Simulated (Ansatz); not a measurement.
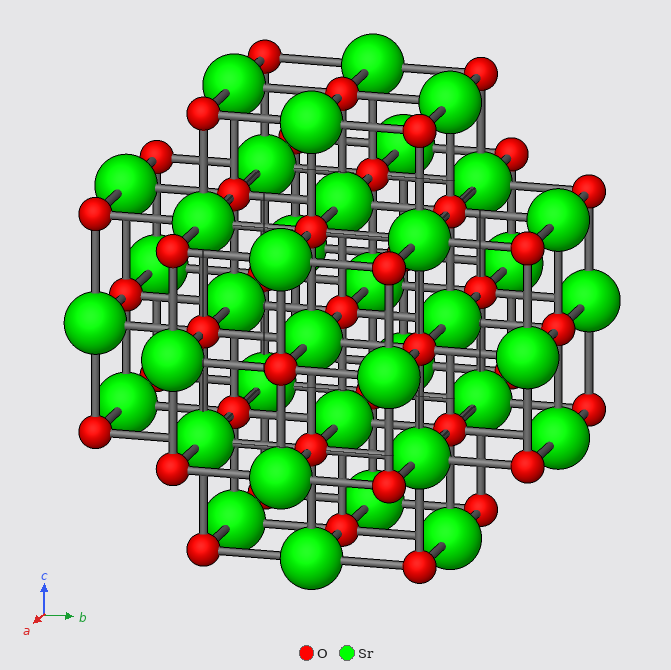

Ball-and-stick representation of a periodic structure, projected slightly off an axis. The edges of the drawn cell (a repeat of the simulation cell) are marked. Atoms just outside the outline that bond to atoms inside are added.

SrO, a = 5.160 Å, b = 5.160 Å, c = 5.160 Å, α = 90.00°, β = 90.00°, γ = 88.82°. Strictly the space group is Immm (No. 71, within 0.01 Å). It is a distorted form of a face-centred cubic structure, space group Fm-3m (No. 225) within 0.25 Å: rock salt (NaCl type). It goes back to a structure type filled with these elements by a generator (whether the compound takes this form wasn't checked). The cell was then strained or its atoms displaced on purpose. It went into a calculation with Ansatz.

This one geometry was computed with Ansatz (DFT, plane waves, PAW) at three levels of theory: r2SCAN, PBE and HSE06. It was relaxed with r2SCAN and then strained.

> Which level gives the highest pressure at this volume, and what does that say about its equilibrium volume?

Highest: PBE (1.8 GPa), which points to the largest equilibrium volume. Lowest, with the smallest volume: r2SCAN (0.0 GPa) and HSE06 (-0.3 GPa). Levels within 0.5 GPa of each other can't be told apart.

> How does the band gap change with the level of theory?

PBE: a gap of 3.29 eV, indirect; r2SCAN: a gap of 3.77 eV, indirect; HSE06: a gap of 4.77 eV, indirect.

> Collect the results in a table.

| level | cutoff (eV) | k-mesh of the run's cell | gap (eV) | pressure (GPa) |
| --- | --- | --- | --- | --- |
| r2SCAN | 500 | 8×8×8 | 3.77 | 0.0 |
| PBE | 420 | 8×8×8 | 3.29 | 1.8 |
| HSE06 | 420 | 6×6×6 | 4.77 | -0.3 |

Gaps are taken on the k-mesh or band path of each run.
